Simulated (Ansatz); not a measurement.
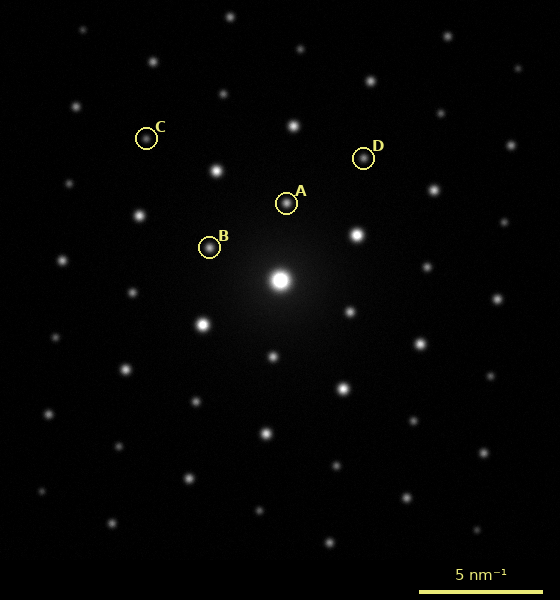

Kinematic zone-axis pattern, calculated for 200 keV electrons with B = 0.8 Å². The zone axis points towards the electron source and the pattern is seen from the source side.

The sample is MgSe, space group Fm-3m (No. 225), a = 5.51 Å. Structure: the geometry relaxed with Ansatz, DFT PBE, scalar-relativistic, plane waves, PAW; the starting structure was generated, so it need not be a known form of this composition.

Spot A is indexed -1 1 -1 and spot B -1 1 1.

**Give hkl for C, D.**

C = A + 2B = -3 3 1 (d = 1.264 Å). D = 2A − B = -1 1 -3 (d = 1.661 Å).

**Find the zone axis.**

The cross product of A and B is parallel to [110]; every spot obeys hu + kv + lw = 0.

**What are the spacings of A and B and the angle between them?**

d(A) = 3.181 Å, d(B) = 3.181 Å, and the angle is 70.5°.
